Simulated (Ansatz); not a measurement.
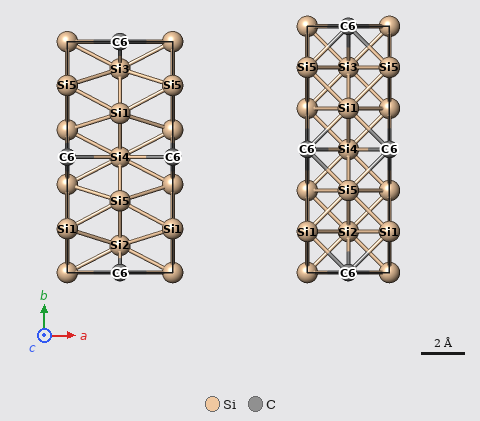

Two geometries of solid Si$_{5}$C (a generated structure, set up in Cmmm) (coarse preliminary run), drawn at one scale. One is the start of a relaxation, the other its converged end. The picture is a ball-and-stick view of the conventional cell (2 times the calculation's cell), seen along the c axis. Lengths and directions refer to the drawn axes.

These are results of DFT PBE, scalar-relativistic, plane waves, PAW (Ansatz 0.2.0), not measurements. Settings: plane-wave cutoff 420 eV; k-point mesh 6 × 6 × 4; occupations gaussian; smearing width 0.1 eV; no spin polarisation; cell and atoms relaxed; force threshold 0.04 eV/Å; at most 70 steps.

Q: Which of the two is the end point?

A: The left one is the relaxed one. After 18 accepted moves (21 points after the start) the energy has fallen by 485 meV per atom. The largest force component goes from 0.57 to 0.018 eV/Å. Pressure: −9.28 GPa at the start and 0.09 GPa at the end. The line search rejected the trial step at point 11 of the run. At 2 points the geometry stayed and the basis and grid were re-selected for the new cell (energy shift of 9.5 meV per atom at most each time). The largest moves relative to the cell, 0.53 Å, are those of Si2 and Si3. Si2 goes along −b. C stays in place. The volume changes by −10.2 %, with a 3.897 → 5.000 Å (+28.3 %), b 11.692 → 10.963 Å (−6.2 %), c 3.897 → 2.910 Å (−25.3 %). Some distances before and after: Si2–Si3 3.897 → 2.584 Å, Si2–Si3 (another image) 2.756 → 3.827 Å, Si1–Si1 3.897 → 2.910 Å, Si2–C6 2.756 → 1.946 Å. Among the angles between lasting bonds that change: Si3–Si1–Si3 90.0° → 69.1°, Si3–Si1–Si4 90.0° → 110.4°, Si4–Si1–Si4 90.0° → 70.0°. The space group stays Cmmm (No. 65).

Limits of the set-up: the k-point mesh is coarse for a cell with partly filled bands.
